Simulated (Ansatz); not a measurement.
**Single-point calculation of C10O**

The run: single-point calculation of C10O (slab, 11 atoms in the cell). Method and program: DFT PBE+D3(BJ), scalar-relativistic, plane waves, PAW, no spin polarisation (Ansatz 0.2.0).

The structure derives from a Materials Project entry. It belongs to a series of runs on one base structure; here: O lifted by +0.30 A from its best place. Figures and captions count atoms from 1; the log counts them from 0 in places.

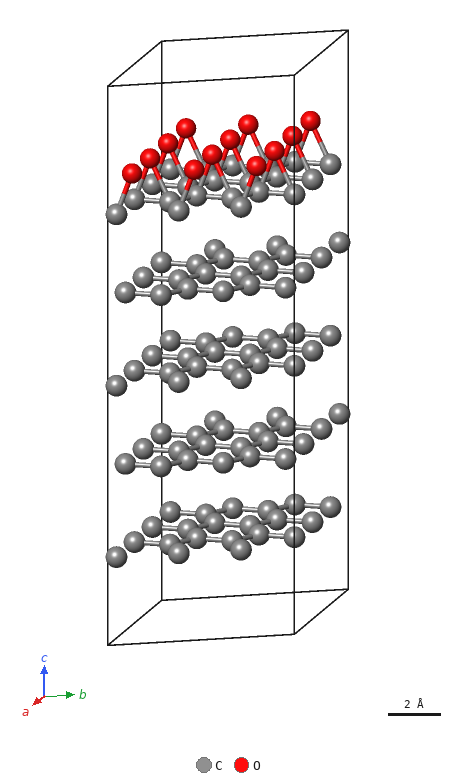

Fig. 1: The structure (ball-and-stick view of the 3 × 3 repeat of the cell, with the vacuum cut short, seen slightly off an axis). An atom can appear more than once, as a periodic image. Near neighbours in the periodic cell (some may lie outside the picture): C has 3 C at 1.42 Å; C has 3 C at 1.42 Å and 1 O at 1.70 to 1.84 Å; O has 2 C at 1.70 to 1.84 Å.

## Results in brief

```csv
quantity,value
outcome,converged
electrons treated,46
free energy,−3072.9753 eV
"work function, top face",7.09 eV
"work function, bottom face",4.26 eV
Fermi energy,1.462 eV
gap on the k-point mesh,none (metallic)
work function (upper face),7.09 eV
largest force (length of the vector),3.725 eV/Å
hardware,"2 threads of AMD EPYC (Zen 5), 32 GiB of memory available, shared host"
wall time,8.4 s (CPU time 17 s)
peak memory,0.69 GiB
```

## Remarks

The program warns: the exchange-correlation potential is rough where the density is thin.

## Input
```yaml
crystal:
  lattice:
    - [2.4655379958, 0.0, 0.0]
    - [-1.2327689979, 2.1341461202, 0.0]
    - [0.0, 0.0, 32.5979677131]
  atoms:
    - { symbol: C, position: [0.0833101794, 0.1666203587, 0.2607524516] }
    - { symbol: C, position: [0.4166898207, 0.8333796413, 0.2607524516] }
    - { symbol: C, position: [0.5833101794, 0.1666203587, 0.3650391123] }
    - { symbol: C, position: [0.9166898206, 0.8333796413, 0.3650391123] }
    - { symbol: C, position: [0.0833101794, 0.1666203587, 0.469323241] }
    - { symbol: C, position: [0.4166898207, 0.8333796413, 0.469323241] }
    - { symbol: C, position: [0.5833101794, 0.1666203587, 0.5736099016] }
    - { symbol: C, position: [0.9166898206, 0.8333796413, 0.5736099016] }
    - { symbol: C, position: [0.0833101794, 0.1666203587, 0.6778940303] }
    - { symbol: C, position: [0.4166898207, 0.8333796413, 0.6778940303] }
    - { symbol: O, position: [0.0833101794, 0.4166203587, 0.7265587513] }
basis:
  ecutwfc: 420
kpoints:
  mp_grid: { grid: [12, 12, 1] }
hamiltonian:
  xc: pbe
  dispersion: d3bj
scf:
  occupations: { method: gaussian, width: 0.1 }
output:
  forces: true
  stress: true
  eigenvalues: true
  write_density: true
  write_potential: true
  elf: true
  volumetric_format: npy
efield:
  axis: 3
  dipole_correction: true
  ramp_width: 0.04
```

Command:
```bash
ansatz run input.yaml --threads 2 --pin off --max-ram 5120MiB --backend cpu --events-out ev --progress --plain --runs-dir out
```

## The program's output
```
Engine: ansatz 0.2.0, x86_64-unknown-linux-gnu
Pseudopotentials: kind: paw
Pseudopotential: C, paw, valence charge 4, recommended cutoff 420 eV (normal), C.paw.azcp
Pseudopotential: O, paw, valence charge 6, recommended cutoff 420 eV (normal), O.paw.azcp
Functional definition: PBE
  parameter kappa = 0.804
  parameter beta = 0.06672455060314922
  exchange = pbe_x(kappa = kappa, mu = beta*pi^2/3)
  correlation = pbe_c(beta = beta)
Crystal: 11 atoms, lattice volume = 171.525 Å³
Basis set: ecut = 420 eV, 3239 PW (Γ), exchange–correlation on 36×36×450 points (8 copies of the dense FFT grid, shifted against one another)
Bands: 34, of which v1, the nominal top of the filled ones, is band 23 counted from 1 (22 counted from 0)
Symmetry: 1 space group operations
Space group: P1 (ITA 1), of the structure as read, at distance tolerance 5.6e-5 Å
k-points: 74 of 144 (time reversal used)
Non-local potential: C, projectors of the file, l = 0: 2, l = 1: 2, l = 2: 1
Non-local potential: O, projectors of the file, l = 0: 2, l = 1: 2, l = 2: 1
PAW form: soft (Blöchl's): semilocal exchange-correlation on the pseudo side does not see the compensation charge
PAW one-centre angular grid: C, 110 points (default); XC on 64 Gauss nodes
PAW one-centre angular grid: O, 110 points (default); XC on 64 Gauss nodes
Initial density: superposition of atomic densities (neutral atoms: chi_scale 0, normalization atom), corrected by the library's trained network
Initial wavefunctions: pseudopotential atomic-orbital guess
Functional: x = pbe(κ = 0.804, μ = 0.2195149727645171), c = pbe(β = 0.06672455060314922)
SCF iter   1: F=—  HF=-3073.219152 eV  |F-HF|=—  |Δ(HF+E_count)|=         —  Δρ=2.12e-2  dr2=8.38e0  ethr=1.77e-3  p=-0.175 e·Å  D=-1.85e-1 V/Å  ΔV_dip=6.02 eV  dr2_dipole=5.99e0  V_vac-E_F(+/−)=9.27/3.25 eV  ⟨swp⟩=10.1  Hψ=16557  notcnv=0  defer=83
efield: sawtooth ramp at fractional position 0.9737 (placed from the atoms, in the widest stretch of the axis that holds none; the zero of the levels goes with the place), width 0.0400; the density the first Hamiltonian is built on has a dipole p = -0.175 e·Å; the dipole correction subtracts the counter field D = -1.85e-1 V/Å, which shifts the + side's vacuum level by +6.02 eV against the − side's; the planar-averaged density in the ramp window peaks in size at 1.3e-5 e/Å³
preconditioner: auto → LDOS  [metal: Δε(μ)=0.021 eV  Ē_g=15.015 eV  σ=0.100 eV  W_gap=0.12  n_scr=22 (ndim 8)  ℏωp=19.2 eV  f_vac=0.441  D(μ)=2.11/eV (n_scr^D=14)  β→1.0]
SCF iter   2: F=—  HF=-3073.076954 eV  |F-HF|=—  |Δ(HF+E_count)|=   1.42e-1  Δρ=1.29e-2  dr2=1.04e0  ethr=1.77e-3  p=-0.095 e·Å  D=-1.00e-1 V/Å  ΔV_dip=3.27 eV  dr2_dipole=2.40e-1  V_vac-E_F(+/−)=6.74/3.46 eV  ⟨swp⟩=3.4  Hψ=4243  notcnv=0  defer=282
SCF iter   3: F=—  HF=-3074.119560 eV  |F-HF|=—  |Δ(HF+E_count)|=    1.04e0  Δρ=4.46e-2  dr2=1.21e2  ethr=1.77e-3  p=0.029 e·Å  D=3.06e-2 V/Å  ΔV_dip=-1.00 eV  dr2_dipole=1.05e2  V_vac-E_F(+/−)=6.31/7.31 eV  ⟨swp⟩=4.2  Hψ=5348  notcnv=0  defer=317  recentre
SCF iter   4: F=—  HF=-3073.008535 eV  |F-HF|=—  |Δ(HF+E_count)|=    1.11e0  Δρ=5.80e-3  dr2=3.72e-1  ethr=1.77e-3  p=-0.108 e·Å  D=-1.14e-1 V/Å  ΔV_dip=3.72 eV  dr2_dipole=1.88e-1  V_vac-E_F(+/−)=7.17/3.45 eV  ⟨swp⟩=3.1  Hψ=4113  notcnv=0  defer=289
SCF iter   5: F=—  HF=-3072.992633 eV  |F-HF|=—  |Δ(HF+E_count)|=   1.59e-2  Δρ=2.68e-3  dr2=2.32e-1  ethr=8.09e-4  p=-0.109 e·Å  D=-1.15e-1 V/Å  ΔV_dip=3.73 eV  dr2_dipole=2.08e-1  V_vac-E_F(+/−)=7.38/3.64 eV  ⟨swp⟩=1.8  Hψ=3256  notcnv=0  defer=316
SCF iter   6: F=—  HF=-3072.977931 eV  |F-HF|=—  |Δ(HF+E_count)|=   1.47e-2  Δρ=1.38e-3  dr2=6.61e-2  ethr=5.03e-4  p=-0.090 e·Å  D=-9.52e-2 V/Å  ΔV_dip=3.10 eV  dr2_dipole=6.04e-2  V_vac-E_F(+/−)=7.21/4.11 eV  ⟨swp⟩=1.6  Hψ=2948  notcnv=0  defer=313
SCF iter   7: F=—  HF=-3072.975550 eV  |F-HF|=—  |Δ(HF+E_count)|=   2.38e-3  Δρ=7.43e-4  dr2=3.60e-3  ethr=1.44e-4  p=-0.082 e·Å  D=-8.65e-2 V/Å  ΔV_dip=2.82 eV  dr2_dipole=2.29e-3  V_vac-E_F(+/−)=7.10/4.27 eV  ⟨swp⟩=1.4  Hψ=2516  notcnv=0  defer=308
SCF iter   8: F=—  HF=-3072.975799 eV  |F-HF|=—  |Δ(HF+E_count)|=   2.49e-4  Δρ=6.27e-4  dr2=1.43e-2  ethr=7.82e-6  p=-0.080 e·Å  D=-8.39e-2 V/Å  ΔV_dip=2.73 eV  dr2_dipole=1.31e-2  V_vac-E_F(+/−)=7.07/4.34 eV  ⟨swp⟩=1.6  Hψ=2291  notcnv=0  defer=308
SCF iter   9: F=—  HF=-3072.975478 eV  |F-HF|=—  |Δ(HF+E_count)|=   3.21e-4  Δρ=2.46e-4  dr2=5.28e-4  ethr=7.82e-6  p=-0.082 e·Å  D=-8.66e-2 V/Å  ΔV_dip=2.82 eV  dr2_dipole=5.08e-6  V_vac-E_F(+/−)=7.09/4.26 eV  ⟨swp⟩=1.3  Hψ=2203  notcnv=0  defer=309
SCF iter  10: F=—  HF=-3072.975409 eV  |F-HF|=—  |Δ(HF+E_count)|=   6.95e-5  Δρ=1.57e-4  dr2=3.75e-4  ethr=1.15e-6  p=-0.082 e·Å  D=-8.61e-2 V/Å  ΔV_dip=2.81 eV  dr2_dipole=2.55e-4  V_vac-E_F(+/−)=7.08/4.28 eV  ⟨swp⟩=1.3  Hψ=2694  notcnv=0  defer=299
SCF iter  11: F=—  HF=-3072.975389 eV  |F-HF|=—  |Δ(HF+E_count)|=   1.95e-5  Δρ=4.48e-5  dr2=4.91e-5  ethr=8.15e-7  p=-0.082 e·Å  D=-8.64e-2 V/Å  ΔV_dip=2.82 eV  dr2_dipole=4.20e-5  V_vac-E_F(+/−)=7.09/4.27 eV  ⟨swp⟩=1.4  Hψ=2211  notcnv=0  defer=298
SCF iter  12: F=—  HF=-3072.975310 eV  |F-HF|=—  |Δ(HF+E_count)|=   7.94e-5  Δρ=7.99e-6  dr2=5.05e-7  ethr=1.07e-7  p=-0.082 e·Å  D=-8.65e-2 V/Å  ΔV_dip=2.82 eV  dr2_dipole=2.60e-7  V_vac-E_F(+/−)=7.09/4.27 eV  ⟨swp⟩=1.0  Hψ=2172  notcnv=0  defer=298
SCF iter  13: F=—  HF=-3072.975310 eV  |F-HF|=—  |Δ(HF+E_count)|=   1.70e-7  Δρ=5.10e-6  dr2=4.31e-7  ethr=1.10e-9  p=-0.082 e·Å  D=-8.65e-2 V/Å  ΔV_dip=2.82 eV  dr2_dipole=3.68e-7  V_vac-E_F(+/−)=7.09/4.27 eV  ⟨swp⟩=2.2  Hψ=3252  notcnv=0  defer=298
SCF iter  14: F=-3072.975310 eV  HF=-3072.975310 eV  |F-HF|=4.19e-9  |Δ(HF+E_count)|=  8.15e-10  Δρ=2.02e-6  dr2=6.72e-9  ethr=2.17e-10  p=-0.082 e·Å  D=-8.65e-2 V/Å  ΔV_dip=2.82 eV  dr2_dipole=1.24e-10  V_vac-E_F(+/−)=7.08/4.27 eV  ⟨swp⟩=25.6  Hψ=24310  notcnv=0
SCF 1 converged in 14 iterations: F = -3072.975310 eV  dr2 = 6.72e-9
  greatest PAW one-centre occupation: 0.896 electrons in one spin orbital (limit 2), on the O atom at site 10 (counted from 0), in its partial waves of l = 0
```

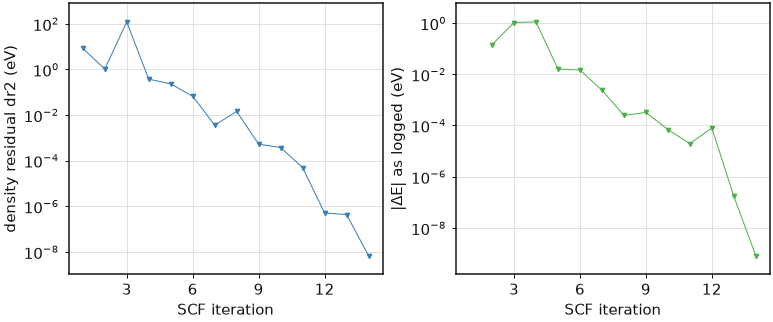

Fig. 2: Convergence of the self-consistent field: density residual dr2 and size of the energy change against the SCF iteration. The residual falls unevenly and jumps up by a factor of two or more 2 times on the way down.

```
WARN: The output density's exchange-correlation potential varies sharply where the density is thin. Do not read a vacuum level from v_tot or v_xc, or from such a field of the output density. On a cell that repeats whose density bears no net charge and no dipole along the vacuum's axis use v_es (v_loc + v_h of the components); under efield.dipole_correction with no amplitude use v_es + v_field, which holds any external_charges[].barrier, or the levels of the report's work_function block, which leave it out; under a non-zero efield.amplitude the vacuum is tilted and has no level; on a cell that repeats and bears such a dipole with no correction it is tilted too, and efield.dipole_correction with no amplitude gives each side of its ramp a level where efield: is served; in a cell that repeats whose density bears a net charge (total_charge, or a fill off its count) it is curved and has none; of a slab under crystal.periodic whose density bears no net charge use v_es, which has a level on each side, short of where the two are joined; of another it falls or rises all the way out and has none; of a slab beside external_charges read slab_vacuum_level instead, which it has where they leave it neutral. The grid or the basis barely resolves most such structure, and the values can differ between equally converged runs; as a rule a tighter scf.convergence.dr2_threshold does not remove it. Where the density itself ripples (under the LDA too) a higher basis.ecutwfc lessens it. The files hold the spikes' plane waves up to the density's cutoff. Files: v_tot_of_output_density and the like, and their columns of v_z.tsv (output.write_potential); v_xc_of_output_density and the like, and their columns of v_comp_z.tsv (output.write_potential_components). Measured: with its Gaussian average of σ = 0.25 Å subtracted twice, the exchange-correlation potential is over 0.1 eV at 29 of the grid points where the equally averaged density (valence and model cores) is under 1e-3 e/Å³, and 0.173 eV at the most among them, at an averaged density of 5.1e-8 e/Å³. The input density's (outcome.potential() and, of a run that writes arrays, v_tot and v_xc) is over 0.1 eV, so measured, at 2 points of its own thin density, 0.125 eV at the most. See output.write_potential in the manual, Limitations
SCF converged after 14 iterations
Free energy (F): -3072.975310 eV
Harris-Foulkes:  -3072.975310 eV  (|F-HF|=4.19e-9)
Internal energy: -3072.968294 eV  (E = F + TS)
E sigma→0 (E₀):  -3072.971802 eV
Entropy (-TS):   -0.007016 eV (-0.638 meV/atom)
Fermi energy:    1.462202 eV
Dipole field:    D = -0.086523 V/Å  (p = -0.082016 e·Å, saw-weighted, corrected)
Work function:   Φ+ = 7.0852 eV   Φ− = 4.2649 eV
Levels:          The Fermi level and band energies are counted from a zero that moves with the ramp; work functions are not
--- Per-component energies (eV) ---
  E_band       = -362.509269
  E_kinetic    = 1082.090927
  E_local      = -39796.836722  (includes V_loc(G=0)·N_el)
  E_nonlocal   = 321.786833
  E_hartree    = 19409.357120
  E_xc         = -553.176279
  E_vxc        = -687.696493  (∫ρ·V_xc dr)
  E_paw        = -1149.839422  (= ΣΔE_a)
  E_vpaw       = -101.770573  (= ΣTr[D̂ρ^β])
  E_aug_tail   = 0.002275  (compensation charges beyond the density's cutoff)
  E_efield     = 0.003548  (sawtooth field / dipole correction)
  E_vefield    = 1.203386  (∫n·V_field dr)
  E_ewald      = 17615.116547
  E_disp       = -1.473120  (pairwise vdW)
  E_smearing   = -0.007016  (= −TS)
  E_closure    = -0.000000  (closes the sum)
  Σ components = -3072.975310   (vs F -3072.975310, Δ=0.00e0)
--- Forces (eV/Å), atoms counted from 1 ---
  atom   1  C      0.00002217     0.01051605     0.00045415
  atom   2  C     -0.00002224    -0.01051587     0.00045445
  atom   3  C      0.00001344     0.00254458     0.00159558
  atom   4  C     -0.00001483    -0.00254481     0.00159573
  atom   5  C      0.00004597     0.05906248    -0.00070659
  atom   6  C     -0.00010580    -0.05912031    -0.00082325
  atom   7  C     -0.00242629     0.02790642     0.02003442
  atom   8  C     -0.00100801    -0.02899989     0.02013516
  atom   9  C     -0.79551574     0.53019546     2.53289587
  atom  10  C     -0.51338998    -1.04961839     0.87190485
  atom  11  O      1.31240003     0.52057268    -3.44755290
  max |Σ_I F_I| component: 1.25e-5 eV/Å
--- Stress (GPa, compression-positive) ---
        5.431347      -0.235714       1.955892
       -0.235714       6.267687       0.775138
        1.955892       0.775138      -5.271378
  P = ⅓ Tr σ = 2.1426 GPa (21.426 kbar)
--- Band table (eV; the first three rows and the last of 74) ---
  k-point 0: bands = ["-21.2194", "-18.6194", "-18.2004", "-18.1043", "-17.9910", "-16.0475", "-7.3661", "-6.8756", "-6.5458", "-6.0364", "-5.4733", "-3.4972", "-3.2018", "-2.1083", "-2.0996", "-1.6648", "-1.6545", "-1.5945", "-1.5844", "-1.5759", "-1.5718", "1.0888", "1.3913", "1.9360", "5.0162", "5.8943", "6.4824", "7.1892", "8.1457", "8.2910", "8.3359", "8.7244", "9.0090", "9.2675"]
  k-point 1: bands = ["-21.0629", "-18.4550", "-18.0355", "-17.9401", "-17.8279", "-15.9355", "-7.1921", "-6.6914", "-6.3617", "-5.8457", "-5.2829", "-4.1835", "-3.5502", "-2.7524", "-2.4483", "-2.3073", "-2.2381", "-2.2217", "-2.0047", "-1.9347", "-1.9150", "0.8220", "1.4959", "1.8617", "5.2370", "6.0951", "6.7031", "7.3918", "8.3610", "8.4198", "8.6713", "9.1176", "9.2532", "9.3360"]
  k-point 2: bands = ["-20.5993", "-17.9635", "-17.5427", "-17.4494", "-17.3399", "-15.6158", "-6.7099", "-6.1723", "-5.8918", "-5.7070", "-5.2658", "-4.7151", "-4.3946", "-4.3806", "-3.9499", "-3.8829", "-3.8555", "-3.2444", "-2.8007", "-2.7311", "-2.7095", "-0.0007", "1.5823", "1.8304", "5.8985", "6.6866", "7.3585", "7.9730", "8.4384", "9.0007", "9.1980", "9.2700", "9.6347", "9.7689"]
  k-point 73: bands = ["-17.6370", "-13.5014", "-13.3481", "-12.9151", "-12.8401", "-12.8235", "-12.6034", "-12.3138", "-11.8734", "-11.7972", "-11.7851", "-6.7206", "-5.4934", "-5.0477", "-4.9755", "-4.9638", "-4.0138", "-2.8396", "-1.5060", "-1.0677", "-0.9788", "-0.9268", "0.2993", "2.4925", "3.0660", "3.1857", "3.2001", "3.4496", "3.7733", "8.0452", "8.3079", "8.7603", "8.8365", "8.8551"]
```

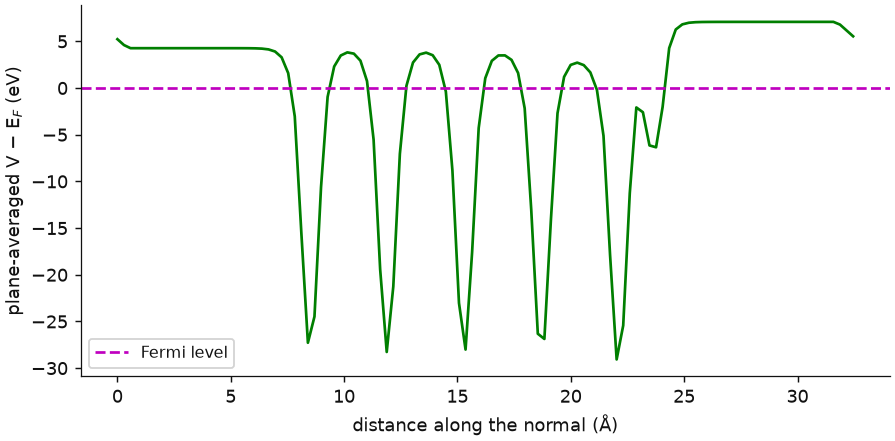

Fig. 3: Plane average of the electrostatic potential energy of an electron across the cell, from the Fermi level. The vacuum level lies 7.09 eV above the Fermi level on the upper side and 4.26 eV on the lower.

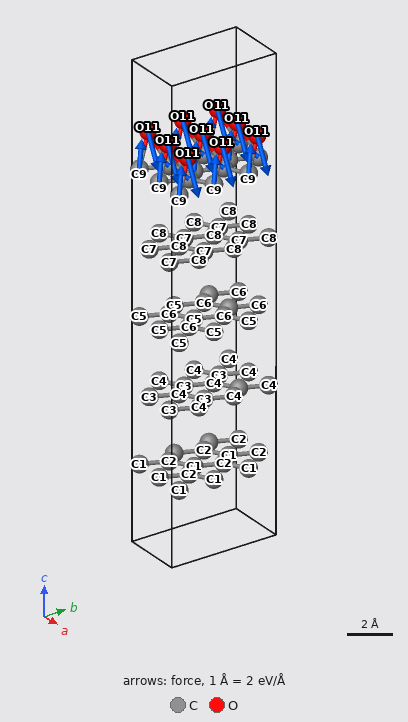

Fig. 4: Forces on the atoms as blue arrows (ball-and-stick view of the 2 × 3 repeat of the cell, with the vacuum cut short, seen slightly off an axis; atoms are numbered from 1 in the order of the input); the smallest are left out. The largest act on O11 (3.73 eV/Å); C9 (2.71 eV/Å); C10 (1.46 eV/Å). The geometry is not a stationary point of this energy.

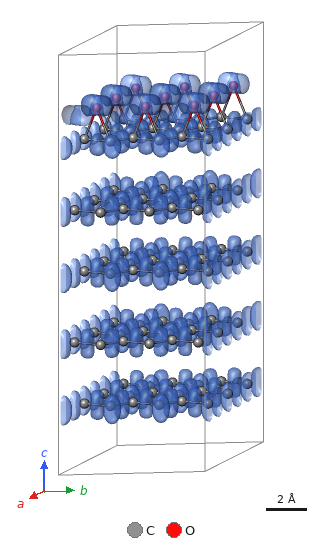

Fig. 5: Isosurface of the electron localisation function at 0.75 (blue), seen slightly off an axis. Only the valence region is drawn (cores and ρ < 0.01 e/Å³ removed). Sticks mark near contacts. Along the contacts the grid gives the following. C–C (1.42 Å): the ELF peaks at about 0.95 between the atoms, which marks localised, shared-pair bonding. C–O (1.70 Å): the ELF peaks at about 0.65 between the atoms. The fields are those of the smooth PAW valence density.

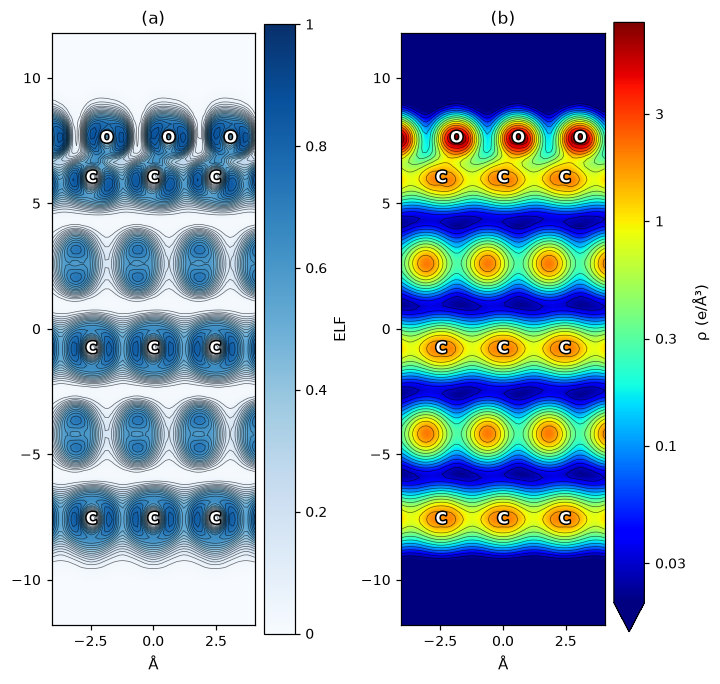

Fig. 6: (a) ELF; (b) valence pseudo-density on the (100) plane of the calculation cell, a cut from vacuum to vacuum. The section cuts through C and O sites. C–O (1.70 Å): the density is about 1 e/Å³ at the midpoint; the ELF peaks at about 0.65 between the atoms. The density dies away to nearly zero in the vacuum.
